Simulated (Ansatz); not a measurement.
**Geometry relaxation of W (part 3 of 3)**

W (slab, 16 atoms in the cell); DFT PBE+D3(BJ), scalar-relativistic, plane waves, PAW, no spin polarisation (Ansatz 0.2.0); cutoff 420 eV, 6×6×1 k-mesh, Gaussian smearing of 0.1 eV. The structure derives from an entry of the Crystallography Open Database. The input holds or restrains some coordinates. Forces given for the steps count only the free coordinates.

Geometry of the input (Å; fractional positions):
```
5.4724  0.0000  0.0000
-1.8241  5.1594  0.0000
0.0000  0.0000  23.7023
W  0.2500  0.2500  0.3586
W  0.2500  0.7500  0.3586
W  0.7500  0.2500  0.3586
W  0.7500  0.7500  0.3586
W  0.5000  0.5000  0.4529
W  0.5000  0.0000  0.4529
W  -0.0000  0.5000  0.4529
W  0.0000  0.0000  0.4529
W  0.7500  0.7500  0.5471
W  0.7500  0.2500  0.5471
W  0.2500  0.7500  0.5471
W  0.2500  0.2500  0.5471
W  0.0000  0.0000  0.6414
W  -0.0000  0.5000  0.6414
W  0.5000  0.0000  0.6414
W  0.5000  0.5000  0.6414
```

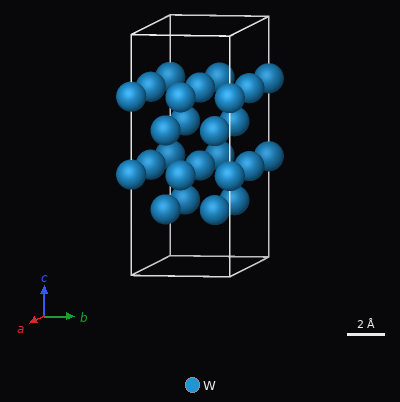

**Figure 1.** The geometry at step 5 of the log (spheres-only view of the cell of the calculation, with the vacuum cut short, seen slightly off an axis).

Key numbers:

| quantity | value |
| --- | --- |
| outcome | converged under the restraints of the input |
| electrons treated | 224 |
| free energy | −166153.6609 eV |
| work function, top face | 4.82 eV |
| work function, bottom face | 4.90 eV |
| Fermi energy | 5.646 eV |
| gap on the k-point mesh | none (metallic) |
| final volume | 669.22 Å³ |
| work function (upper face) | 4.82 eV |
| largest force (length of the vector) at the end, held atoms and coordinates included | 0.503 eV/Å |
| hardware | 4 threads of Intel Xeon (Sapphire Rapids), 64 GiB of memory available, shared host |
| wall time | 100 s (CPU time 6.4 min) |
| peak memory | 2.3 GiB |

Remarks:

Spin–orbit coupling is left out, which matters for W.
